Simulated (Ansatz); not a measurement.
System: GaN, space group P6_3mc, 4 atoms in the cell.

```cif
data_structure
_symmetry_space_group_name_H-M 'P6_3mc'
_symmetry_Int_Tables_number 186
_cell_length_a 3.1826
_cell_length_b 3.1826
_cell_length_c 5.1854
_cell_angle_alpha 90.000
_cell_angle_beta 90.000
_cell_angle_gamma 120.000
_cell_volume 45.49
loop_
_atom_site_label
_atom_site_type_symbol
_atom_site_symmetry_multiplicity
_atom_site_Wyckoff_symbol
_atom_site_fract_x
_atom_site_fract_y
_atom_site_fract_z
_atom_site_occupancy
Ga1 Ga 2 b 0.33333 0.66667 0.99919 1
N1 N 2 b 0.33333 0.66667 0.37581 1
```

Ansatz; DFT PBEsol, scalar-relativistic, plane waves, PAW, no spin polarisation, 12×12×6 k mesh, Gaussian smearing of 0.02 eV.

What does rigid-band transport give for the Seebeck coefficient?

At 300 K and 10¹⁹ cm⁻³ the Seebeck coefficient is 419 μV/K for holes and −104 μV/K for electrons; the larger size for holes shows the larger density-of-states mass of the valence band. At 300 K it goes from 617 to 81 μV/K for holes and from −270 to −9 μV/K for electrons between 10¹⁸ cm⁻³ and 10²¹ cm⁻³, so its size falls as carriers are added. At 10¹⁹ cm⁻³ the hole value goes from 419 to 570 μV/K on heating to 900 K. The largest power factor over τ is for p type at 10²¹ cm⁻³ and 900 K, about 6.6 × 10¹¹ W m⁻¹ K⁻² s⁻¹.

The bands are interpolated from a finite k mesh, so the values are approximate.

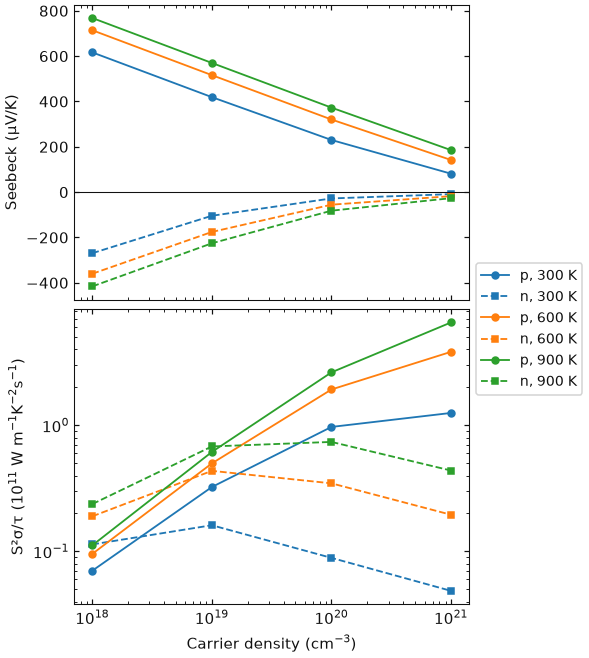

Seebeck coefficient and power factor over the relaxation time against doping (rigid bands, constant relaxation time, mean of three directions).
